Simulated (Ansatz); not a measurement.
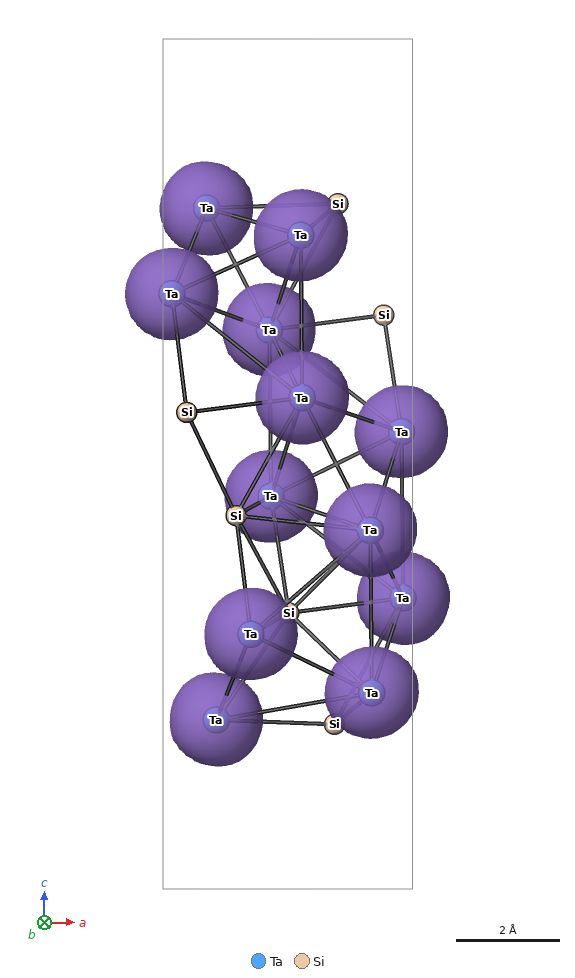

Ta$_{2}$Si (slab). Isosurface of the valence pseudo-density at 1 e/Å³ (purple), seen along the b axis. Sticks mark near contacts.

Theory: DFT PBEsol, scalar-relativistic, plane waves, PAW in Ansatz 0.2.0.

In a PAW calculation such maps are meaningful between the atoms, not at the nuclei.

Input

```
crystal:
  lattice:
    - [5.0179442177, 0.0, 0.0]
    - [1.2654370599, 4.8557628875, 0.0]
    - [0.0, 0.0, 25.4139896886]
  atoms:
    - { symbol: Ta, position: [0.23292452, 0.5590569085, 0.2951130496] }
    - { symbol: Si, position: [0.6979085772, 0.6979085772, 0.3084357753] }
    - { symbol: Ta, position: [0.8367602459, 0.1628926345, 0.321758501] }
    - { symbol: Ta, position: [0.3576626267, 0.0315302381, 0.3717387395] }
    - { symbol: Si, position: [0.4965142954, 0.4965142954, 0.3850614652] }
    - { symbol: Ta, position: [0.9614983527, 0.6353659641, 0.3983841909] }
    - { symbol: Ta, position: [0.8301359563, 0.1562683449, 0.4483644294] }
    - { symbol: Si, position: [0.2951200136, 0.2951200136, 0.4616871551] }
    - { symbol: Ta, position: [0.4339716823, 0.7601040708, 0.4750098807] }
    - { symbol: Ta, position: [0.954874063, 0.6287416745, 0.5249901193] }
    - { symbol: Si, position: [0.0937257317, 0.0937257317, 0.5383128449] }
    - { symbol: Ta, position: [0.558709789, 0.2325774004, 0.5516355706] }
    - { symbol: Ta, position: [0.4273473926, 0.7534797812, 0.6016158091] }
    - { symbol: Si, position: [0.8923314499, 0.8923314499, 0.6149385348] }
    - { symbol: Ta, position: [0.0311831186, 0.3573155072, 0.6282612605] }
    - { symbol: Ta, position: [0.5520854994, 0.2259531108, 0.678241499] }
    - { symbol: Si, position: [0.6909371681, 0.6909371681, 0.6915642247] }
    - { symbol: Ta, position: [0.1559212253, 0.8297888368, 0.7048869504] }
basis:
  ecutwfc: 420
kpoints:
  mp_grid: { grid: [7, 7, 1] }
hamiltonian:
  xc: pbesol
scf:
  occupations: { method: gaussian, width: 0.1 }
output:
  forces: true
  eigenvalues: true
  write_density: true
  write_potential: true
  elf: true
  volumetric_format: npy
relax:
  adjacent_minimum: "off"
  f_tol: 0.02
  max_steps: 60
efield:
  axis: 3
  dipole_correction: true
  ramp_width: 0.04
```

Run with:

```sh
ansatz run input.yaml --threads 4 --pin off --max-ram 9216MiB --backend cpu --events-out ev --progress --plain --runs-dir out
```

The fields are those of the run's last geometry, not of the input's.

### How is the density connected at this value?

At this value the density breaks into separate islands; it holds about 55 % of the electrons treated as valence (semicore included). It bridges none of the near contacts. It is pinched off along the sampled Si–Si (2.49 Å), Ta–Si (2.52 Å), Ta–Ta (2.67 Å) and Si–Si (2.54 Å) contacts. On the grid the lowest density along these lines, outside the cores, is 0.4 e/Å³ (Si–Si, 2.49 Å), 0.43 e/Å³ (Ta–Si, 2.52 Å), 0.48 e/Å³ (Ta–Ta, 2.67 Å) and 0.38 e/Å³ (Si–Si, 2.54 Å).

### Does the calculation make it a metal, or give it a gap?

It is metallic or semimetallic at this level of theory: no gap opens.
